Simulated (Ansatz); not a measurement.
**Run report: Ti₆O, phonon calculation**

System: Ti₆O (7 atoms in the cell).
Method: DFT r2SCAN, scalar-relativistic, plane waves, PAW (Ansatz 0.2.0).

The structure derives from an entry of the Crystallography Open Database. The run did not end well. It belongs to a series of runs on one base structure; here: zone-centre modes of this cell by finite displacements.

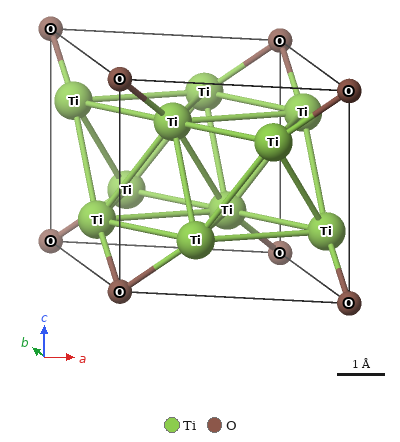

**Figure 1.** The structure (ball-and-stick view of the cell of the calculation, seen slightly off an axis). An atom can appear more than once, as a periodic image.

Outcome:

```csv
quantity,value
outcome,stopped at the time limit
space group (tolerance 0.01 Å),P-31m (162)
hardware,"2 threads of Arm Neoverse V2, 24 GiB of memory available, shared host"
wall time,6.9 min (CPU time 14 min)
peak memory,2.2 GiB
```

What went wrong:

The run was cut off by its time limit, so the output is incomplete.

Input file:
```yaml
crystal:
  lattice:
    - [5.103277113, 0.0, 0.0]
    - [-2.5516385565, 4.4195676224, 0.0]
    - [0.0, 0.0, 4.7262844445]
  atoms:
    - { symbol: Ti, position: [0.3305447233, 0.0, 0.2602583436] }
    - { symbol: Ti, position: [0.0, 0.3305447233, 0.2602583436] }
    - { symbol: Ti, position: [0.6694552767, 0.6694552767, 0.2602583436] }
    - { symbol: Ti, position: [0.0, 0.6694552767, 0.7397416564] }
    - { symbol: Ti, position: [0.6694552767, 0.0, 0.7397416564] }
    - { symbol: Ti, position: [0.3305447233, 0.3305447233, 0.7397416564] }
    - { symbol: O, position: [0.0, 0.0, 0.0] }
basis:
  ecutwfc: 500
kpoints:
  mp_grid: { grid: [12, 12, 8] }
hamiltonian:
  xc: r2scan
scf:
  occupations: { method: gaussian, width: 0.15 }
output:
  eigenvalues: true
phonons:
  method: fd
  supercell: [1, 1, 1]
  amplitude: 0.02
  eigenvectors: true
  dielectric: false
```

Launched with:
```bash
ansatz run input.yaml --threads 2 --pin off --max-ram 5120MiB --backend cpu --events-out ev --progress --plain --runs-dir out
```

Log:
```
Engine: ansatz 0.2.0, aarch64-unknown-linux-gnu
Pseudopotentials: kind: paw
Pseudopotential: Ti, paw, valence charge 12, recommended cutoff 500 eV (meta_gga), Ti.paw.azcp
Pseudopotential: O, paw, valence charge 6, recommended cutoff 500 eV (meta_gga), O.paw.azcp
Functional definition: r2SCAN
  parameter k0 = 0.174
  parameter k1 = 0.065
  parameter a1 = 4.9479
  exchange = r2scan_x(k0 = k0, k1 = k1, a1 = a1)
  correlation = r2scan_c
Crystal: 7 atoms, lattice volume = 106.598 Å³
Basis set: ecut = 500 eV, 2765 PW (Γ), exchange–correlation on 240×240×216 points (216 copies of the dense FFT grid, shifted against one another)
Bands: 47, of which v1, the nominal top of the filled ones, is band 39 counted from 1 (38 counted from 0)
Symmetry: 12 space group operations
k-points: 131 of 1152
Non-local potential: Ti, projectors of the file, l = 0: 3, l = 1: 2, l = 2: 3, l = 3: 1
Non-local potential: O, projectors of the file, l = 0: 2, l = 1: 2, l = 2: 1
PAW form: soft (Blöchl's): semilocal exchange-correlation on the pseudo side does not see the compensation charge
PAW frozen core: Ti, regenerated for the run's functional (the file was generated under x = pbe(κ = 0.804, μ = 0.2195149727645171), c = pbe(β = 0.06672455060314922))
PAW frozen core: O, regenerated for the run's functional (the file was generated under x = pbe(κ = 0.804, μ = 0.2195149727645171), c = pbe(β = 0.06672455060314922))
PAW one-centre angular grid: Ti, 590 points (default); XC on 160 Gauss nodes
PAW one-centre angular grid: O, 302 points (default); XC on 160 Gauss nodes
Initial density: superposition of atomic densities (neutral atoms: chi_scale 0, normalization atom), corrected by the library's trained network
Initial wavefunctions: pseudopotential atomic-orbital guess
Functional: x = r2scan, c = r2scan; τ floored in thin density (d = 2e-4 eV/Å³)
SCF iter   1: F=—  HF=-15598.261335 eV  |F-HF|=—  |Δ(HF+E_count)|=         —  Δρ=1.75e-2  dr2=3.04e-1  dr2_τ=1.46e-1  ethr=1.77e-3  ⟨swp⟩=6.4  Hψ=24240  notcnv=0
preconditioner: auto → Kerker (q_TF=auto, 2.590 Å⁻¹)  [metal: Δε(μ)=0.009 eV  Ē_g=3.980 eV  σ=0.150 eV  W_gap=0.03  n_scr=26 (ndim 8)  ℏωp=19.0 eV  f_vac=0.000  D(μ)=4.21/eV (n_scr^D=28)]
SCF iter   2: F=—  HF=-15598.445982 eV  |F-HF|=—  |Δ(HF+E_count)|=   1.85e-1  Δρ=6.40e-3  dr2=3.98e-2  dr2_τ=3.55e-3  ethr=3.90e-4  ⟨swp⟩=2.1  Hψ=12457  notcnv=0  defer=145
SCF iter   3: F=—  HF=-15598.446187 eV  |F-HF|=—  |Δ(HF+E_count)|=   2.05e-4  Δρ=2.67e-3  dr2=5.44e-3  dr2_τ=5.40e-4  ethr=5.10e-5  ⟨swp⟩=2.0  Hψ=7871  notcnv=0  defer=145
SCF iter   4: F=—  HF=-15598.448725 eV  |F-HF|=—  |Δ(HF+E_count)|=   2.54e-3  Δρ=9.94e-4  dr2=8.85e-4  dr2_τ=9.94e-5  ethr=6.97e-6  ⟨swp⟩=2.0  Hψ=8102  notcnv=0  defer=145
SCF iter   5: F=—  HF=-15598.448643 eV  |F-HF|=—  |Δ(HF+E_count)|=   8.21e-5  Δρ=2.57e-4  dr2=8.11e-5  dr2_τ=3.39e-6  ethr=1.14e-6  ⟨swp⟩=2.0  Hψ=7113  notcnv=0  defer=145
SCF iter   6: F=—  HF=-15598.448664 eV  |F-HF|=—  |Δ(HF+E_count)|=   2.09e-5  Δρ=8.27e-5  dr2=7.86e-6  dr2_τ=2.88e-7  ethr=1.04e-7  ⟨swp⟩=2.0  Hψ=7994  notcnv=0  defer=145
SCF iter   7: F=—  HF=-15598.448663 eV  |F-HF|=—  |Δ(HF+E_count)|=   4.79e-7  Δρ=1.61e-5  dr2=3.72e-7  dr2_τ=1.12e-8  ethr=1.01e-8  ⟨swp⟩=2.0  Hψ=7938  notcnv=0  defer=145
SCF iter   8: F=—  HF=-15598.448664 eV  |F-HF|=—  |Δ(HF+E_count)|=   8.46e-7  Δρ=3.74e-6  dr2=1.41e-8  dr2_τ=9.40e-10  ethr=4.76e-10  ⟨swp⟩=2.0  Hψ=8100  notcnv=0  defer=145
SCF iter   9: F=-15598.448664 eV  HF=-15598.448664 eV  |F-HF|=2.53e-10  |Δ(HF+E_count)|=   1.88e-9  Δρ=9.69e-7  dr2=6.19e-10  dr2_τ=8.21e-11  ethr=1.28e-12  ⟨swp⟩=7.9  Hψ=25763  notcnv=0
SCF 1 converged in 9 iterations: F = -15598.448664 eV  dr2 = 6.19e-10
  greatest PAW one-centre occupation: 1.001 electrons in one spin orbital (limit 2), on the Ti atom at site 3 (counted from 0), in its partial waves of l = 1
Initial density: handed on by an earlier stage of this run
Initial wavefunctions: those handed on with the density
iter 1 solved again at ethr=1.00e-12 eV; its pass at ethr=3.10e-3 eV (dr2=6.19e-10 eV) is discarded
SCF iter   1: F=—  HF=-15598.448664 eV  |F-HF|=—  |Δ(HF+E_count)|=         —  Δρ=9.69e-7  dr2=6.19e-10  dr2_τ=8.21e-11  ethr=1.00e-12  ⟨swp⟩=4.4  Hψ=30723  notcnv=0
preconditioner: auto → Kerker (q_TF=auto, 2.590 Å⁻¹)  [metal: Δε(μ)=0.018 eV  Ē_g=3.842 eV  σ=0.150 eV  W_gap=0.07  n_scr=26 (ndim 8)  ℏωp=19.0 eV  f_vac=0.000  D(μ)=4.51/eV (n_scr^D=28)]
SCF iter   2: F=-15598.448664 eV  HF=-15598.448664 eV  |F-HF|=1.00e-10  |Δ(HF+E_count)|=  2.13e-10  Δρ=5.99e-7  dr2=2.91e-10  dr2_τ=1.59e-11  ethr=1.00e-12  ⟨swp⟩=3.0  Hψ=16079  notcnv=0
SCF 2 converged in 2 iterations: F = -15598.448664 eV  dr2 = 2.91e-10
  greatest PAW one-centre occupation: 1.001 electrons in one spin orbital (limit 2), on the Ti atom at site 4 (counted from 0), in its partial waves of l = 1
Symmetry: 2 space group operations
k-points: 320 of 1152 (time reversal used)
iter 1 solved again at ethr=3.21e-6 eV; its pass at ethr=3.10e-3 eV (dr2=2.50e-3 eV) is discarded
SCF iter   1: F=—  HF=-15598.446255 eV  |F-HF|=—  |Δ(HF+E_count)|=         —  Δρ=1.20e-3  dr2=2.48e-3  dr2_τ=9.80e-5  ethr=3.21e-6  ⟨swp⟩=1.6  Hψ=64679  notcnv=0  defer=38
SCF iter   2: F=—  HF=-15598.446317 eV  |F-HF|=—  |Δ(HF+E_count)|=   6.18e-5  Δρ=9.88e-4  dr2=1.49e-3  dr2_τ=1.10e-4  ethr=3.18e-6  ⟨swp⟩=2.0  Hψ=18087  notcnv=0  defer=38
SCF iter   3: F=—  HF=-15598.446236 eV  |F-HF|=—  |Δ(HF+E_count)|=   8.07e-5  Δρ=4.53e-4  dr2=2.63e-4  dr2_τ=7.41e-6  ethr=1.91e-6  ⟨swp⟩=2.0  Hψ=17724  notcnv=0  defer=38
SCF iter   4: F=—  HF=-15598.446237 eV  |F-HF|=—  |Δ(HF+E_count)|=   4.95e-7  Δρ=1.26e-4  dr2=2.17e-5  dr2_τ=5.43e-7  ethr=3.37e-7  ⟨swp⟩=2.0  Hψ=19004  notcnv=0  defer=38
SCF iter   5: F=—  HF=-15598.446241 eV  |F-HF|=—  |Δ(HF+E_count)|=   4.38e-6  Δρ=1.24e-4  dr2=3.11e-5  dr2_τ=1.28e-6  ethr=2.79e-8  ⟨swp⟩=2.0  Hψ=19603  notcnv=0  defer=38
SCF iter   6: F=—  HF=-15598.446239 eV  |F-HF|=—  |Δ(HF+E_count)|=   2.78e-6  Δρ=1.77e-5  dr2=7.02e-7  dr2_τ=4.22e-8  ethr=2.79e-8  ⟨swp⟩=2.0  Hψ=17789  notcnv=0  defer=38
SCF iter   7: F=—  HF=-15598.446216 eV  |F-HF|=—  |Δ(HF+E_count)|=   2.25e-5  Δρ=8.16e-6  dr2=1.05e-7  dr2_τ=3.06e-9  ethr=9.00e-10  ⟨swp⟩=2.0  Hψ=18155  notcnv=0  defer=38
SCF iter   8: F=—  HF=-15598.446216 eV  |F-HF|=—  |Δ(HF+E_count)|=   1.65e-8  Δρ=9.87e-6  dr2=1.94e-7  dr2_τ=7.39e-9  ethr=1.35e-10  ⟨swp⟩=2.0  Hψ=18977  notcnv=0  defer=38
SCF iter   9: F=—  HF=-15598.446216 eV  |F-HF|=—  |Δ(HF+E_count)|=   1.26e-8  Δρ=1.23e-6  dr2=1.77e-9  dr2_τ=2.03e-10  ethr=1.35e-10  ⟨swp⟩=2.0  Hψ=17947  notcnv=0  defer=38
SCF iter  10: F=—  HF=-15598.446216 eV  |F-HF|=—  |Δ(HF+E_count)|=  3.33e-10  Δρ=5.31e-7  dr2=3.17e-10  dr2_τ=3.38e-11  ethr=2.27e-12  ⟨swp⟩=2.0  Hψ=19595  notcnv=0  defer=38
SCF iter  11: F=-15598.446216 eV  HF=-15598.446216 eV  |F-HF|=5.46e-12  |Δ(HF+E_count)|=  5.46e-11  Δρ=1.45e-7  dr2=1.51e-11  dr2_τ=1.47e-12  ethr=1.00e-12  ⟨swp⟩=4.0  Hψ=45953  notcnv=0
SCF 3 converged in 11 iterations: F = -15598.446216 eV  dr2 = 1.51e-11
  greatest PAW one-centre occupation: 1.001 electrons in one spin orbital (limit 2), on the Ti atom at site 0 (counted from 0), in its partial waves of l = 1
iter 1 solved again at ethr=3.93e-6 eV; its pass at ethr=3.10e-3 eV (dr2=3.07e-3 eV) is discarded
SCF iter   1: F=—  HF=-15598.447631 eV  |F-HF|=—  |Δ(HF+E_count)|=         —  Δρ=1.11e-3  dr2=3.28e-3  dr2_τ=7.98e-5  ethr=3.93e-6  ⟨swp⟩=1.4  Hψ=71122  notcnv=0  defer=176
preconditioner: auto → Kerker (q_TF=auto, 2.590 Å⁻¹)  [metal: Δε(μ)=0.004 eV  Ē_g=3.837 eV  σ=0.150 eV  W_gap=0.01  n_scr=26 (ndim 8)  ℏωp=19.0 eV  f_vac=0.000  D(μ)=4.49/eV (n_scr^D=28)]
SCF iter   2: F=—  HF=-15598.447200 eV  |F-HF|=—  |Δ(HF+E_count)|=   4.31e-4  Δρ=7.03e-4  dr2=1.37e-3  dr2_τ=3.79e-5  ethr=3.93e-6  ⟨swp⟩=2.0  Hψ=18040  notcnv=0  defer=176
SCF iter   3: F=—  HF=-15598.447109 eV  |F-HF|=—  |Δ(HF+E_count)|=   9.12e-5  Δρ=7.50e-4  dr2=1.30e-3  dr2_τ=4.78e-5  ethr=1.75e-6  ⟨swp⟩=2.0  Hψ=18160  notcnv=0  defer=176
SCF iter   4: F=—  HF=-15598.446977 eV  |F-HF|=—  |Δ(HF+E_count)|=   1.32e-4  Δρ=1.25e-4  dr2=3.81e-5  dr2_τ=1.72e-6  ethr=1.66e-6  ⟨swp⟩=2.0  Hψ=17921  notcnv=0  defer=176
SCF iter   5: F=—  HF=-15598.446972 eV  |F-HF|=—  |Δ(HF+E_count)|=   4.59e-6  Δρ=6.99e-5  dr2=6.95e-6  dr2_τ=3.64e-7  ethr=4.88e-8  ⟨swp⟩=2.0  Hψ=19188  notcnv=0  defer=176
SCF iter   6: F=—  HF=-15598.446953 eV  |F-HF|=—  |Δ(HF+E_count)|=   1.94e-5  Δρ=6.13e-5  dr2=7.26e-6  dr2_τ=3.22e-7  ethr=8.90e-9  ⟨swp⟩=2.0  Hψ=18336  notcnv=0  defer=176
SCF iter   7: F=—  HF=-15598.446953 eV  |F-HF|=—  |Δ(HF+E_count)|=   3.16e-7  Δρ=2.24e-5  dr2=8.56e-7  dr2_τ=8.18e-9  ethr=8.90e-9  ⟨swp⟩=1.4  Hψ=14852  notcnv=0  defer=176
SCF iter   8: F=—  HF=-15598.446953 eV  |F-HF|=—  |Δ(HF+E_count)|=   9.34e-9  Δρ=9.54e-6  dr2=1.68e-7  dr2_τ=5.95e-9  ethr=1.10e-9  ⟨swp⟩=2.0  Hψ=17272  notcnv=0  defer=176
Step cancelled. What follows is not a result of the run: it is the report of the last solve that finished, which converged after 11 SCF iterations.
Free energy (F): -15598.446216 eV
Harris-Foulkes:  -15598.446216 eV  (|F-HF|=5.46e-12)
Internal energy: -15598.395478 eV  (E = F + TS)
E sigma→0 (E₀):  -15598.420847 eV
Entropy (-TS):   -0.050738 eV (-7.248 meV/atom)
Fermi energy:    13.838136 eV
--- Per-component energies (eV) ---
  E_band       = -994.558037
  E_kinetic    = 1814.182571
  E_local      = -5148.213212  (includes V_loc(G=0)·N_el)
  E_nonlocal   = 89.209608
  E_hartree    = 2104.792386
  E_xc         = -632.619946
  E_vxc        = -904.512103  (∫ρ·V_xc dr)
  E_paw        = -6499.617512  (= ΣΔE_a)
  E_vpaw       = -1116.097737  (= ΣTr[D̂ρ^β])
  E_aug_tail   = 0.001542  (compensation charges beyond the density's cutoff)
  E_vtau       = 61.286552  (kinetic-family band-sum trace: ∫τ·v_τ [+ j·A + Jᵃ·Aᵃ] dr)
  E_ewald      = -7324.578230
  E_core_change = -1.552684  (= ΣΔE_core)
  E_smearing   = -0.050738  (= −TS)
  E_closure    = 0.000000  (closes the sum)
  Σ components = -15598.446216   (vs F -15598.446216, Δ=0.00e0)
--- Forces (eV/Å), atoms counted from 1 ---
  atom   1  Ti     0.07325788     0.00000000     0.07273042
  atom   2  Ti     0.01325790    -0.01261665     0.00480748
  atom   3  Ti     0.01325790     0.01261665     0.00480748
  atom   4  Ti     0.00490884     0.00098045     0.00386712
  atom   5  Ti     0.08054016    -0.00000000     0.06531055
  atom   6  Ti     0.00490884    -0.00098045     0.00386712
  atom   7  O     -0.19012954     0.00000000    -0.15538820
  max |Σ_I F_I| component: 1.98e-6 eV/Å
End of that report.
Error: SIGTERM received: cancelled by the caller after 8 completed SCF iterations
```
